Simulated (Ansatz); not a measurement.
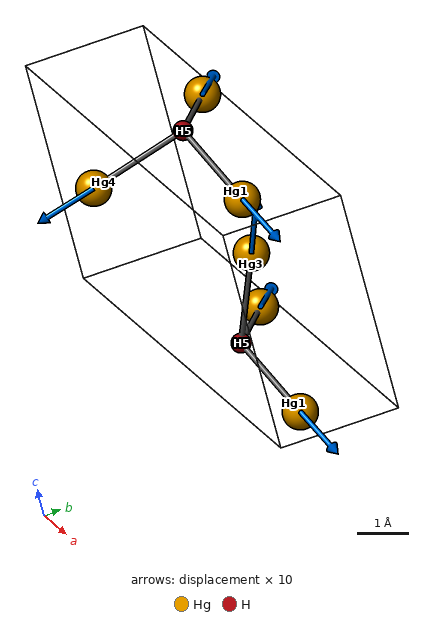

This is a relaxation of crystalline Hg₄H (set up in I-4) (coarse preliminary run). The starting structure is drawn; blue arrows show the displacements (the part carried along by the change of the cell is left out), 10 times their true length.

A ball-and-stick model of the cell of the calculation, seen slightly off an axis.

Case: 1 H put on empty site 1 of 1 host cells, relaxed.

Level of theory: DFT r2SCAN, scalar-relativistic, plane waves, PAW in Ansatz.

Input
```yaml
crystal:
  lattice:
    - [-2.6793165747, 2.6793165747, 3.7304460349]
    - [2.6793165747, -2.6793165747, 3.7304460349]
    - [2.6793165747, 2.6793165747, -3.7304460349]
  atoms:
    - { symbol: Hg, position: [0.875, 0.374821499, 0.999821499] }
    - { symbol: Hg, position: [0.375, 0.875178501, 0.000178501] }
    - { symbol: Hg, position: [0.625178501, 0.625, 0.500178501] }
    - { symbol: Hg, position: [0.124821499, 0.125, 0.499821499] }
    - { symbol: H, position: [0.5, 0.5, 0.0] }
basis:
  ecutwfc: 500
kpoints:
  mp_grid: { grid: [6, 6, 6] }
hamiltonian:
  xc: r2scan
scf:
  occupations: { method: gaussian, width: 0.1 }
output:
  forces: true
  stress: true
  eigenvalues: true
relax:
  adjacent_minimum: "off"
  f_tol: 0.0325
  max_steps: 70
  cell: { stress_tol: 0.24 }
```

Launched with:
```bash
ansatz run input.yaml --threads 2 --pin off --max-ram 5120MiB --backend cpu --events-out ev --progress --plain --runs-dir out
```

Question: Which element moves most?

Answer: Mercury: up to 0.13 Å, against 0.00 Å for hydrogen.

Question: What happened in the run?

Answer: The energy falls by 32.7 meV per atom in 5 accepted moves (6 points after the start). The largest force component goes from 0.18 to 0.0043 eV/Å. The pressure goes from 0.00 to −0.01 GPa. The SCF was repeated once at an unchanged geometry on a basis and grid sized afresh for the cell, which shifted the energy by 0.5 meV per atom at most. The largest moves relative to the cell, 0.13 Å, are those of Hg1, Hg2, Hg3 and Hg4. Hg3 goes roughly along [1 1 3]. H stays in place. The drawn cell changes as follows: a = b = c 5.317 → 5.496 Å (+3.4 %), α 119.5° → 125.9°, β 119.5° → 125.9°, γ 90.9° → 80.0°; the volume changes by −1.8 %. Among the contacts that change: Hg1–H5 2.112 → 2.191 Å. The space group stays I-42m (No. 121).
